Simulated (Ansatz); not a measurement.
## Electronic structure of Sn₃O₂ in real space

```yaml
crystal:
  lattice:
    - [3.78627, 0.00000, 0.00000]
    - [0.00000, 3.78627, 0.00000]
    - [0.00000, 0.00000, 14.80722]
  atoms:
    - { symbol: Sn, position: [0.00000, 0.50000, 0.25362] }
    - { symbol: Sn, position: [0.50000, 0.00000, 0.09252] }
    - { symbol: Sn, position: [0.50000, 0.00000, 0.74638] }
    - { symbol: Sn, position: [0.00000, 0.50000, 0.90748] }
    - { symbol: Sn, position: [0.50000, 0.00000, 0.43455] }
    - { symbol: Sn, position: [0.00000, 0.50000, 0.56545] }
    - { symbol: O, position: [0.50000, 0.50000, 0.17198] }
    - { symbol: O, position: [0.00000, 0.00000, 0.17198] }
    - { symbol: O, position: [0.50000, 0.50000, 0.82802] }
    - { symbol: O, position: [0.00000, 0.00000, 0.82802] }
```

Space group P4/nmm; a generated structure, not necessarily the stable one.

Level of theory: DFT PBE, scalar-relativistic, plane waves, PAW in Ansatz.

The density is the valence pseudo-density of a PAW calculation; it isn't the true density close to the nuclei.

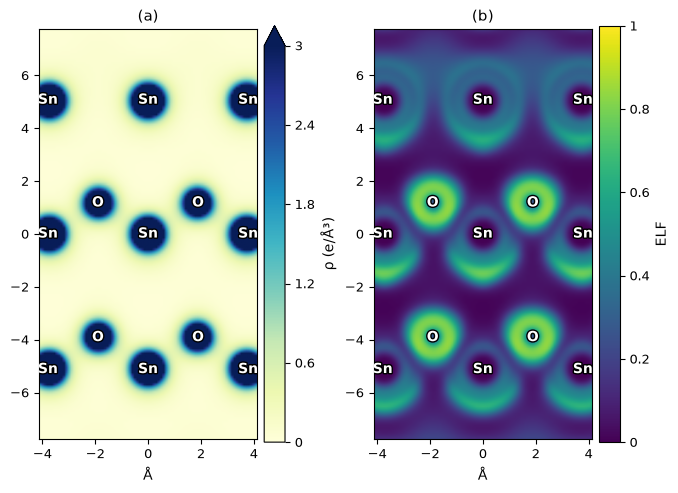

Figure 1. (a) valence charge density (pseudo); (b) ELF on the (010) plane of the conventional cell.

### Interpret the plot.

Atoms in the plane: Sn and O. Sn–O (2.23 Å): ρ at the midpoint is about 0.47 e/Å³; the ELF peaks at about 0.85 in the valence shell of O, 0.6 Å from its nucleus, and is about 0.20 at the midpoint: no shared electron pair shows on this line. Between the atoms the lowest density in this plane is 0.02 e/Å³.

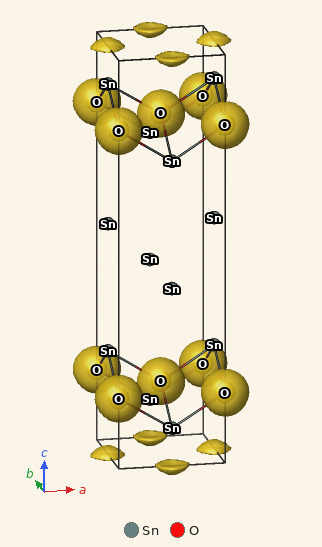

Figure 2. Isosurface of the ELF at 0.7 (yellow), seen slightly off an axis. Core shells and regions of very low density are left out. Sticks mark near contacts.

### Describe the localisation domains.

The surface consists of two lobes on Sn, pointing away from the bonds (lone pairs) and four regions wrapped around O (the valence shell of each), counted in one cell of 10 atoms. Any copies at cell faces, edges or corners count once.

### What Bader charges does the calculation give?

Electrons move from Sn towards O. Bader charges: Sn −0.01 to +1.27 and O −1.26 e.

### Does the calculation give a band gap?

It is metallic or semimetallic at this level of theory: no gap opens.
